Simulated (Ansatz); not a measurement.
Consider Pd (slab).

Input file:

```
crystal:
  lattice:
    - [2.7629892873, 0.0, 0.0]
    - [0.0, 2.7629892873, 0.0]
    - [0.0, 0.0, 26.7223707682]
  atoms:
    - { symbol: Pd, position: [0.5, 0.5, 0.2806637205] }
    - { symbol: Pd, position: [0.0, 0.0, 0.3537758137] }
    - { symbol: Pd, position: [0.5, 0.5, 0.4268879068] }
    - { symbol: Pd, position: [0.0, 0.0, 0.5] }
    - { symbol: Pd, position: [0.5, 0.5, 0.5731120932] }
    - { symbol: Pd, position: [0.0, 0.0, 0.6462241863] }
    - { symbol: Pd, position: [0.5, 0.5, 0.7193362795] }
basis:
  ecutwfc: 500
kpoints:
  mp_grid: { grid: [12, 12, 1] }
hamiltonian:
  xc: r2scan
scf:
  occupations: { method: gaussian, width: 0.1 }
output:
  forces: true
  eigenvalues: true
  write_density: true
  write_potential: true
  elf: true
  volumetric_format: npy
relax:
  adjacent_minimum: "off"
  f_tol: 0.02
  max_steps: 60
efield:
  axis: 3
  dipole_correction: true
```

Command:

```sh
ansatz run input.yaml --threads 2 --pin off --max-ram 5120MiB --backend cpu --events-out ev --progress --plain --runs-dir out
```

The fields are those of the relaxed geometry.

Level of theory: Ansatz, DFT r2SCAN, scalar-relativistic, plane waves, PAW.

Question: Predict the valence pseudo-density and electron localisation function between the atoms.

Answer: Pd–Pd (2.76 Å): ρ is about 0.28 e/Å³ halfway; the ELF is about 0.20 at the midpoint (no shared electron pair shows on this line).

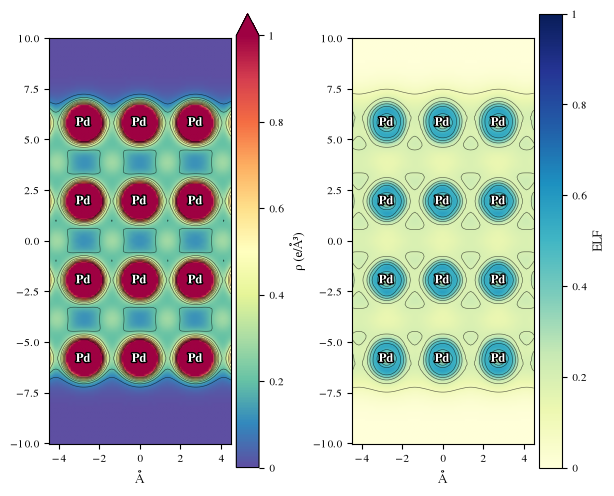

Computed valence pseudo-density and electron localisation function on the (010) plane of the calculation cell, a cut from vacuum to vacuum, in this order. 

Core electrons are frozen (PAW), and the valence fields are smoothed inside the atomic spheres.
